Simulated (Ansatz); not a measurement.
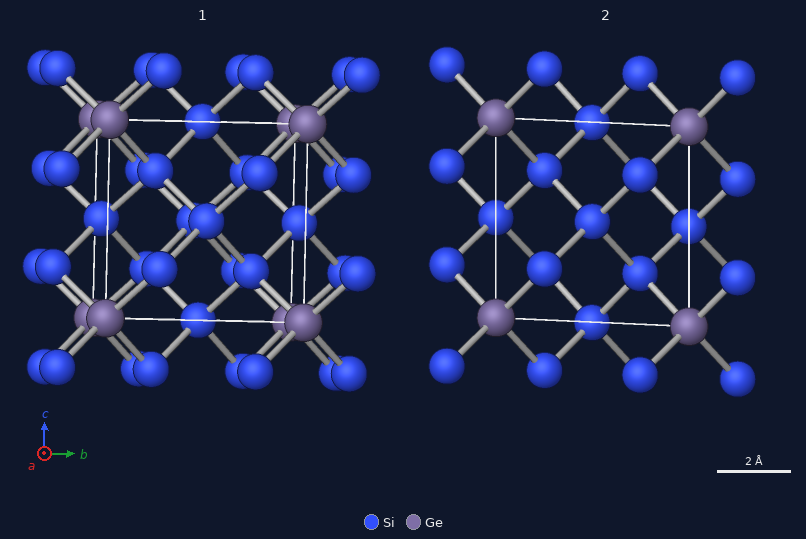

Two geometries of crystalline Si7Ge (set up in P1), drawn at one scale. One is the start of a relaxation, the other its converged end. Style: ball-and-stick. Shown: the cell of the calculation, along the a axis.

All numbers below come from DFT PBEsol, scalar-relativistic, plane waves, PAW in Ansatz 0.2.0. Set-up: plane-wave cutoff 420 eV; k-point mesh 6 × 6 × 6; occupations gaussian; smearing width 0.03 eV; no spin polarisation; cell and atoms relaxed; force threshold 0.01 eV/Å; at most 80 steps.

Question: Which of the two is the end point?

Answer: Structure 1 is the relaxed one. Case: cell sheared at random, sigma 0.06, atoms nudged by 0.01 Å; relaxed back. A Si atom moves most relative to the cell: 0.023 Å along [2 0 −1]. Largest moves by element: Si 0.023 Å, Ge 0.007 Å. The volume changes by +0.5 %, with a 5.546 → 5.459 Å (−1.6 %), b 5.360 → 5.458 Å (+1.8 %), c 5.498 → 5.461 Å (−0.7 %), α 92.6° → 90.0°, β 89.8° → 90.0°, γ 97.5° → 90.0°. Near-neighbour distances that change, for instance: Si–Si 2.507 → 2.356 Å, Si–Si 2.209 → 2.355 Å, Ge–Si 2.247 → 2.388 Å, Ge–Si 2.513 → 2.389 Å. Among the angles between lasting bonds that change: Si–Si–Si 103.3° → 108.3°, Si–Ge–Si 104.7° → 109.4°, Si–Si–Ge 104.2° → 108.8°. The space group (tolerance 0.01 Å) goes from P1 (No. 1) to P-43m (No. 215). The energy falls by 1.020 eV per cell of the calculation in 4 accepted moves (5 points after the start). The largest force component goes from 1.5 to 0.0022 eV/Å. The pressure goes from 2.14 to 0.01 GPa. At 1 point the geometry stayed and the basis and grid were re-selected for the new cell (energy shift of 3.4 meV per cell of the calculation at most each time).
